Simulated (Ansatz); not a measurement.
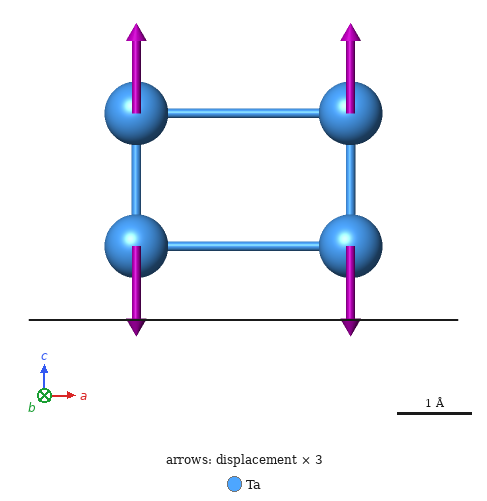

A relaxation of a free-standing layer of Ta (a generated structure, set up in P4/mmm) (coarse preliminary run). The starting structure is drawn; purple arrows show the displacements (the part carried along by the change of the cell is left out), 3 times their true length.

A ball-and-stick model of the 2 × 3 repeat of the cell, outlined in the plane, without the vacuum, seen along the b axis.

These are results of DFT PBE, scalar-relativistic, plane waves, PAW (Ansatz 0.2.0), not measurements. Settings: plane-wave cutoff 420 eV; k-point mesh 6 × 6 × 1; occupations gaussian; smearing width 0.1 eV; no spin polarisation; cell and atoms relaxed; force threshold 0.04 eV/Å; at most 70 steps.

**What did the optimiser do to the structure, and how much energy did it gain?**

The energy falls by 7.852 eV per cell of the calculation in 5 accepted moves (6 points after the start). Largest force component: 31 eV/Å at the start, 0.02 eV/Å at the end. The SCF was repeated once at an unchanged geometry on a basis and grid sized afresh for the cell, which shifted the energy by 0.7 meV per cell of the calculation at most. The largest moves relative to the cell and the layer's centre, 0.41 Å, are those of Ta atoms. In the plane the drawn cell goes a 5.810 → 5.441 Å (−6.3 %), b 8.715 → 8.161 Å (−6.3 %). Near-neighbour distances that change, for instance: Ta–Ta 1.802 → 2.619 Å, Ta–Ta 2.905 → 2.720 Å. The program noted that it reset the height of the cell. The run took 11 s on 1 thread of AMD EPYC 9R14 (Zen 4), with other jobs on the host, peak memory 0.48 GiB.
